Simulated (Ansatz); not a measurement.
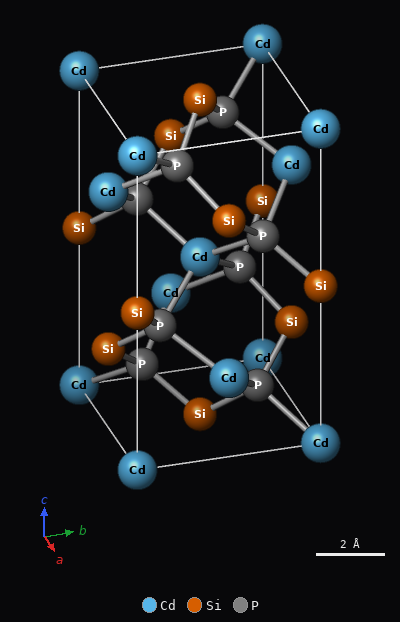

The input geometry (ball-and-stick view of the cell 2 times as large as that of the calculation, set on its symmetry axes, seen at an oblique angle).

# Geometry relaxation, with input and output: CdSiP₂ (part 1 of 2)

CdSiP₂ (8 atoms in the cell), computed with DFT PBE, scalar-relativistic, plane waves, PAW, no spin polarisation (Ansatz 0.2.0).

The structure derives from a Materials Project entry.

## The program's output
```
Engine: ansatz 0.2.0, aarch64-unknown-linux-gnu
Pseudopotentials: kind: paw
Pseudopotential: Cd, paw, valence charge 20, recommended cutoff 420 eV (normal), Cd.paw.azcp
Pseudopotential: Si, paw, valence charge 4, recommended cutoff 420 eV (normal), Si.paw.azcp
Pseudopotential: P, paw, valence charge 5, recommended cutoff 420 eV (normal), P.paw.azcp
Functional definition: PBE
  parameter kappa = 0.804
  parameter beta = 0.06672455060314922
  exchange = pbe_x(kappa = kappa, mu = beta*pi^2/3)
  correlation = pbe_c(beta = beta)
Crystal: 8 atoms, lattice volume = 169.762 Å³
Basis set: ecut = 420 eV, 3297 PW (Γ), exchange–correlation on 90×90×90 points (8 copies of the dense FFT grid, shifted against one another)
Bands: 42, of which v1, the nominal top of the filled ones, is band 34 counted from 1 (33 counted from 0)
Symmetry: 8 space group operations
Space group: I-42d (ITA 122), of the structure as read, at distance tolerance 5.5e-5 Å
k-points: 59 of 512 (time reversal used)
Non-local potential: Cd, projectors of the file, l = 0: 3, l = 1: 2, l = 2: 2, l = 3: 1
Non-local potential: Si, projectors of the file, l = 0: 2, l = 1: 2, l = 2: 2
Non-local potential: P, projectors of the file, l = 0: 2, l = 1: 2, l = 2: 2
PAW form: soft (Blöchl's): semilocal exchange-correlation on the pseudo side does not see the compensation charge
PAW one-centre angular grid: Cd, 590 points (default); XC on 64 Gauss nodes
PAW one-centre angular grid: Si, 110 points (default); XC on 64 Gauss nodes
PAW one-centre angular grid: P, 110 points (default); XC on 64 Gauss nodes
Initial density: superposition of atomic densities (neutral atoms: chi_scale 0, normalization atom), corrected by the library's trained network
Initial wavefunctions: pseudopotential atomic-orbital guess
Functional: x = pbe(κ = 0.804, μ = 0.2195149727645171), c = pbe(β = 0.06672455060314922)
SCF iter   1: F=—  HF=-20805.029528 eV  |F-HF|=—  |Δ(HF+E_count)|=         —  Δρ=1.12e-3  dr2=2.36e-3  ethr=1.77e-3  ⟨swp⟩=9.5  Hψ=12388  notcnv=0  defer=2
preconditioner: auto → Resta (q_TF=auto, 2.342 Å⁻¹)  ε∞=5.5  [insulator: Δε(μ)=1.380 eV  Ē_g=9.649 eV  σ=0.020 eV  W_gap=1.00  n_scr=34 (ndim 8)  ℏωp=20.6 eV  f_vac=0.000  D(μ)=0.00/eV (n_scr^D=0)  ε∞_Penn≈5.5]
SCF iter   2: F=—  HF=-20805.027647 eV  |F-HF|=—  |Δ(HF+E_count)|=   1.88e-3  Δρ=6.27e-4  dr2=5.59e-4  ethr=3.47e-6  ⟨swp⟩=3.6  Hψ=5856  notcnv=0  defer=142
SCF iter   3: F=—  HF=-20805.027717 eV  |F-HF|=—  |Δ(HF+E_count)|=   7.01e-5  Δρ=1.84e-4  dr2=6.82e-5  ethr=8.22e-7  ⟨swp⟩=2.0  Hψ=3477  notcnv=0  defer=142
SCF iter   4: F=—  HF=-20805.027794 eV  |F-HF|=—  |Δ(HF+E_count)|=   7.63e-5  Δρ=6.09e-5  dr2=9.85e-6  ethr=1.00e-7  ⟨swp⟩=2.6  Hψ=3987  notcnv=0  defer=142
SCF iter   5: F=—  HF=-20805.027795 eV  |F-HF|=—  |Δ(HF+E_count)|=   1.43e-6  Δρ=3.07e-5  dr2=1.45e-6  ethr=1.45e-8  ⟨swp⟩=2.0  Hψ=3653  notcnv=0  defer=142
SCF iter   6: F=-20805.027795 eV  HF=-20805.027795 eV  |F-HF|=8.33e-8  |Δ(HF+E_count)|=   1.28e-7  Δρ=6.07e-6  dr2=6.48e-8  ethr=1.47e-10  ⟨swp⟩=15.9  Hψ=20971  notcnv=0
SCF 1 converged in 6 iterations: F = -20805.027795 eV  dr2 = 6.48e-8
  greatest PAW one-centre occupation: 1.000 electrons in one spin orbital (limit 2), on the Cd atom at site 0 (counted from 0), in its partial waves of l = 0
relax step   1: F+E_penalty+E_count = -20805.02779534 eV  Δ(F+E_penalty+E_count) = +0.000e0 eV  max|allowed force component| = 1.151e-1 eV/Å  Δτ_max = 0.0000 Å  P = +1.696 GPa  Ω = 169.762 Å³  (6 SCF iters, dr2 threshold 1.00e-7 eV, accepted)
Crystal: 8 atoms, lattice volume = 172.728 Å³
Basis set: ecut = 420 eV, 3385 PW (Γ), exchange–correlation on 90×90×90 points (8 copies of the dense FFT grid, shifted against one another)
Initial density: handed on by an earlier stage of this run
Initial wavefunctions: those handed on with the density
iter 1 solved again at ethr=4.52e-6 eV; its pass at ethr=3.10e-3 eV (dr2=3.08e-3 eV) is discarded
SCF iter   1: F=—  HF=-20805.046285 eV  |F-HF|=—  |Δ(HF+E_count)|=         —  Δρ=1.05e-3  dr2=3.22e-3  ethr=4.52e-6  ⟨swp⟩=2.7  Hψ=12391  notcnv=0
preconditioner: auto → Resta (q_TF=auto, 2.336 Å⁻¹)  ε∞=5.5  [insulator: Δε(μ)=1.416 eV  Ē_g=9.587 eV  σ=0.020 eV  W_gap=1.00  n_scr=34 (ndim 8)  ℏωp=20.4 eV  f_vac=0.001  D(μ)=0.00/eV (n_scr^D=0)  ε∞_Penn≈5.5]
SCF iter   2: F=—  HF=-20805.045486 eV  |F-HF|=—  |Δ(HF+E_count)|=   7.98e-4  Δρ=5.30e-4  dr2=7.80e-4  ethr=4.52e-6  ⟨swp⟩=2.9  Hψ=3861  notcnv=0
SCF iter   3: F=—  HF=-20805.045362 eV  |F-HF|=—  |Δ(HF+E_count)|=   1.24e-4  Δρ=1.58e-4  dr2=5.11e-5  ethr=1.15e-6  ⟨swp⟩=2.0  Hψ=3249  notcnv=0
SCF iter   4: F=—  HF=-20805.045371 eV  |F-HF|=—  |Δ(HF+E_count)|=   8.67e-6  Δρ=5.25e-5  dr2=7.79e-6  ethr=7.51e-8  ⟨swp⟩=2.0  Hψ=3998  notcnv=0
SCF iter   5: F=-20805.045377 eV  HF=-20805.045377 eV  |F-HF|=4.67e-7  |Δ(HF+E_count)|=   5.96e-6  Δρ=1.41e-5  dr2=3.05e-7  ethr=1.18e-9  ⟨swp⟩=12.3  Hψ=21002  notcnv=0
SCF 2 converged in 5 iterations: F = -20805.045377 eV  dr2 = 3.05e-7
  greatest PAW one-centre occupation: 1.000 electrons in one spin orbital (limit 2), on the Cd atom at site 1 (counted from 0), in its partial waves of l = 0
relax step   2: F+E_penalty+E_count = -20805.04537741 eV  Δ(F+E_penalty+E_count) = -1.758e-2 eV  max|allowed force component| = 9.004e-2 eV/Å  Δτ_max = 0.0004 Å  P = +0.313 GPa  Ω = 172.728 Å³  energy of the carried Pulay correction = -6.133e-4 eV  (5 SCF iters, dr2 threshold 8.00e-7 eV, accepted)
Crystal: 8 atoms, lattice volume = 173.310 Å³
Basis set: ecut = 420 eV, 3401 PW (Γ), exchange–correlation on 90×90×90 points (8 copies of the dense FFT grid, shifted against one another)
iter 1 solved again at ethr=7.77e-7 eV; its pass at ethr=3.10e-3 eV (dr2=5.28e-4 eV) is discarded
SCF iter   1: F=—  HF=-20805.047269 eV  |F-HF|=—  |Δ(HF+E_count)|=         —  Δρ=4.52e-4  dr2=5.61e-4  ethr=7.77e-7  ⟨swp⟩=3.1  Hψ=12779  notcnv=0
preconditioner: auto → Resta (q_TF=auto, 2.334 Å⁻¹)  ε∞=5.5  [insulator: Δε(μ)=1.411 eV  Ē_g=9.566 eV  σ=0.020 eV  W_gap=1.00  n_scr=34 (ndim 8)  ℏωp=20.3 eV  f_vac=0.000  D(μ)=0.00/eV (n_scr^D=0)  ε∞_Penn≈5.5]
SCF iter   2: F=—  HF=-20805.047174 eV  |F-HF|=—  |Δ(HF+E_count)|=   9.52e-5  Δρ=2.44e-4  dr2=1.36e-4  ethr=7.77e-7  ⟨swp⟩=2.0  Hψ=2723  notcnv=0
SCF iter   3: F=—  HF=-20805.047199 eV  |F-HF|=—  |Δ(HF+E_count)|=   2.47e-5  Δρ=3.63e-5  dr2=1.87e-6  ethr=2.00e-7  ⟨swp⟩=2.0  Hψ=3107  notcnv=0
SCF iter   4: F=-20805.047200 eV  HF=-20805.047200 eV  |F-HF|=1.04e-7  |Δ(HF+E_count)|=   7.52e-7  Δρ=1.68e-5  dr2=4.69e-7  ethr=7.45e-10  ⟨swp⟩=13.9  Hψ=20303  notcnv=0
SCF 3 converged in 4 iterations: F = -20805.047200 eV  dr2 = 4.69e-7
  Residual-converged pass: ⟨swp⟩=1.0  Hψ=2715  notcnv=0  max |occ|·‖R‖ = 7.1e-9 eV (tolerance 1.0e-8 eV)  dr2=4.69e-7  dr2_onsite=5.42e-8  max |Δocc| = 0.0e0
relax step   3: F+E_penalty+E_count = -20805.04719959 eV  Δ(F+E_penalty+E_count) = -1.822e-3 eV  max|allowed force component| = 6.453e-3 eV/Å  Δτ_max = 0.0070 Å  P = +0.011 GPa  Ω = 173.310 Å³  energy of the carried Pulay correction = -7.324e-4 eV  (4 SCF iters, dr2 threshold 5.07e-7 eV, accepted)
Crystal: 8 atoms, lattice volume = 173.346 Å³
iter 1 solved again at ethr=1.97e-8 eV; its pass at ethr=3.10e-3 eV (dr2=1.34e-5 eV) is discarded
SCF iter   1: F=—  HF=-20805.047167 eV  |F-HF|=—  |Δ(HF+E_count)|=         —  Δρ=7.36e-5  dr2=1.15e-5  ethr=1.97e-8  ⟨swp⟩=3.0  Hψ=12493  notcnv=0
preconditioner: auto → Resta (q_TF=auto, 2.334 Å⁻¹)  ε∞=5.5  [insulator: Δε(μ)=1.418 eV  Ē_g=9.562 eV  σ=0.020 eV  W_gap=1.00  n_scr=34 (ndim 8)  ℏωp=20.3 eV  f_vac=0.000  D(μ)=0.00/eV (n_scr^D=0)  ε∞_Penn≈5.5]
SCF iter   2: F=—  HF=-20805.047158 eV  |F-HF|=—  |Δ(HF+E_count)|=   8.50e-6  Δρ=4.07e-5  dr2=3.40e-6  ethr=1.69e-8  ⟨swp⟩=1.7  Hψ=3350  notcnv=0
SCF iter   3: F=—  HF=-20805.047239 eV  |F-HF|=—  |Δ(HF+E_count)|=   8.03e-5  Δρ=8.65e-6  dr2=1.27e-7  ethr=5.01e-9  ⟨swp⟩=2.0  Hψ=3086  notcnv=0
SCF iter   4: F=—  HF=-20805.047239 eV  |F-HF|=—  |Δ(HF+E_count)|=   3.63e-8  Δρ=3.39e-6  dr2=1.64e-8  ethr=1.87e-10  ⟨swp⟩=2.0  Hψ=4392  notcnv=0
SCF iter   5: F=-20805.047239 eV  HF=-20805.047239 eV  |F-HF|=1.16e-9  |Δ(HF+E_count)|=   1.15e-8  Δρ=7.03e-7  dr2=8.32e-10  ethr=1.11e-11  ⟨swp⟩=9.7  Hψ=15452  notcnv=0
SCF 4 converged in 5 iterations: F = -20805.047239 eV  dr2 = 8.32e-10
relax step   4: F+E_penalty+E_count = -20805.04723880 eV  Δ(F+E_penalty+E_count) = -3.920e-5 eV  max|allowed force component| = 1.023e-3 eV/Å  Δτ_max = 0.0006 Å  P = -0.005 GPa  Ω = 173.346 Å³  energy of the carried Pulay correction = -7.397e-4 eV  (5 SCF iters, dr2 threshold 7.57e-9 eV, accepted)
Initial wavefunctions: pseudopotential atomic-orbital guess (no wavefunctions were taken with the density)
iter 1 solved again at ethr=2.73e-7 eV; its pass at ethr=3.10e-3 eV (dr2=1.86e-4 eV) is discarded
SCF iter   1: F=—  HF=-20805.047948 eV  |F-HF|=—  |Δ(HF+E_count)|=         —  Δρ=3.43e-5  dr2=3.32e-7  ethr=2.73e-7  ⟨swp⟩=3.9  Hψ=19271  notcnv=0
preconditioner: auto → Resta (q_TF=auto, 2.334 Å⁻¹)  ε∞=5.5  [insulator: Δε(μ)=1.419 eV  Ē_g=9.561 eV  σ=0.020 eV  W_gap=1.00  n_scr=34 (ndim 8)  ℏωp=20.3 eV  f_vac=0.000  D(μ)=0.00/eV (n_scr^D=0)  ε∞_Penn≈5.5]
SCF iter   2: F=—  HF=-20805.048001 eV  |F-HF|=—  |Δ(HF+E_count)|=   5.28e-5  Δρ=1.62e-5  dr2=8.76e-8  ethr=4.88e-10  ⟨swp⟩=3.0  Hψ=4967  notcnv=0
SCF iter   3: F=—  HF=-20805.048001 eV  |F-HF|=—  |Δ(HF+E_count)|=   2.81e-7  Δρ=4.42e-6  dr2=5.42e-9  ethr=1.29e-10  ⟨swp⟩=2.2  Hψ=3777  notcnv=0
SCF iter   4: F=—  HF=-20805.048001 eV  |F-HF|=—  |Δ(HF+E_count)|=   1.82e-8  Δρ=3.49e-7  dr2=9.79e-11  ethr=7.97e-12  ⟨swp⟩=2.0  Hψ=4333  notcnv=0
SCF iter   5: F=-20805.048001 eV  HF=-20805.048001 eV  |F-HF|=3.64e-12  |Δ(HF+E_count)|=  9.82e-11  Δρ=4.67e-8  dr2=2.84e-12  ethr=1.00e-12  ⟨swp⟩=8.4  Hψ=13027  notcnv=0
SCF 5 converged in 5 iterations: F = -20805.048001 eV  dr2 = 2.84e-12
relax step   5: F+E_penalty+E_count = -20805.04800126 eV  Δ(F+E_penalty+E_count) = -7.625e-4 eV  max|allowed force component| = 9.960e-4 eV/Å  Δτ_max = 0.0000 Å  P = -0.001 GPa  Ω = 173.346 Å³  stress off target by 8.30e-3 GPa  SCF on the basis re-selected at this cell (its energy is not comparable with the rows above)  (5 SCF iters)
```

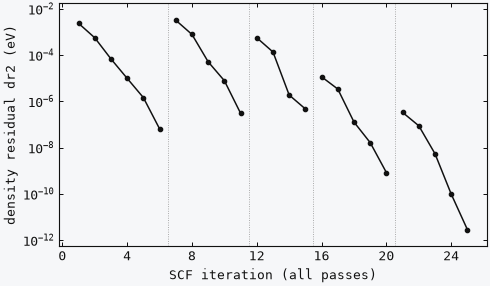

Convergence of the self-consistent field: density residual dr2 against the SCF iteration. The dotted lines part the SCF passes of the relaxation: geometry steps, rejected trials and re-solves on a re-selected basis. The 5 passes take 4 to 6 iterations each, 25 in all.

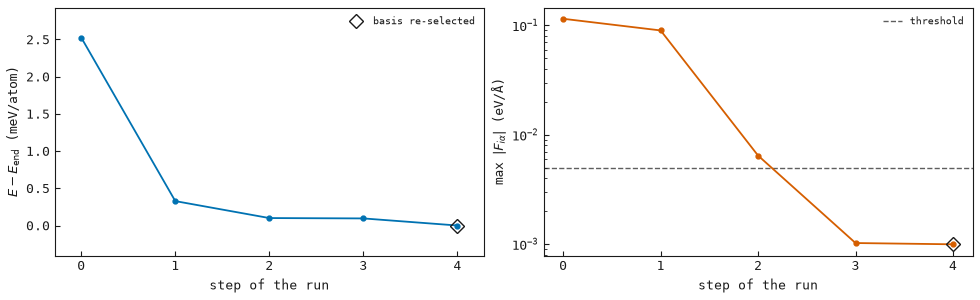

Progress of the relaxation, step by step (the first geometry is step 0 here and step 1 in the log).

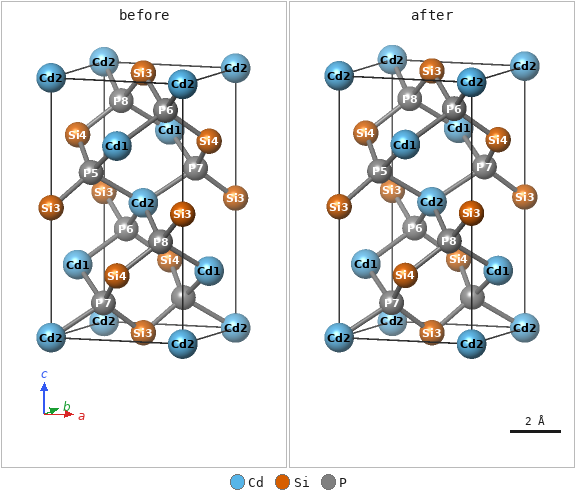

Before (left) and after (right) the relaxation, at one scale (ball-and-stick view of the cell 2 times as large as that of the calculation, set on its symmetry axes, seen slightly off an axis). The largest moves relative to the cell, 0.007 Å, are those of P5, P6, P7 and P8. Cd and Si stay in place. Cell: a = b 5.687 → 5.724 Å (+0.7 %), c 10.497 → 10.580 Å (+0.8 %). Volume +2.1 %. Distances before and after: Si3–P5 2.253 → 2.273 Å, Cd1–P5 2.568 → 2.581 Å. The space group stays I-42d (No. 122). The energy falls by 2.4 meV per atom in 3 geometry steps. Largest force component: 0.12 eV/Å at the start, 0.001 eV/Å at the end. Pressure: 1.70 GPa at the start and 0.00 GPa at the end. A last SCF at the same geometry on a re-selected plane-wave basis shifts the energy by −0.1 meV per atom. (Atoms are counted from 1 in the order of the input.)

```
basis re-selected at this cell: Δ(F+E_penalty+E_count) = -7.625e-4 eV, ΔP = +0.003 GPa vs the last step (what re-selecting the basis moved, of the pressure what is left beyond the Pulay correction that the steps carried, after the strain that the cell walked since its last selection, with what the two solves' SCF thresholds leave and, on support functions, any second-order correction that the steps lacked; it is no measure of the basis error at this ecutwfc). This SCF's stress stands 8.30e-3 GPa from its target on what of the cell is left free (relax.cell.stress_tol is 5.00e-2 GPa) and its largest allowed force component is 9.96e-4 eV/Å (relax.f_tol is 5.00e-3 eV/Å): within both
SCF converged after 5 iterations
Free energy (F): -20805.048001 eV
Harris-Foulkes:  -20805.048001 eV  (|F-HF|=3.64e-12)
Internal energy: -20805.048001 eV  (E = F + TS)
E sigma→0 (E₀):  -20805.048001 eV
Fermi energy:    7.997689 eV
--- Per-component energies (eV) ---
  E_band       = -986.688752
  E_kinetic    = 1370.898663
  E_local      = -8977.912890  (includes V_loc(G=0)·N_el)
  E_nonlocal   = 250.914612
  E_hartree    = 4130.810888
  E_xc         = -710.499221
  E_vxc        = -780.713461  (∫ρ·V_xc dr)
  E_paw        = -11467.076397  (= ΣΔE_a)
  E_vpaw       = -1111.497627  (= ΣTr[D̂ρ^β])
  E_aug_tail   = 0.000052  (compensation charges beyond the density's cutoff)
  E_ewald      = -5402.183709
  E_smearing   = -0.000000  (= −TS)
  E_closure    = -0.000000  (closes the sum)
  Σ components = -20805.048001   (vs F -20805.048001, Δ=0.00e0)
```
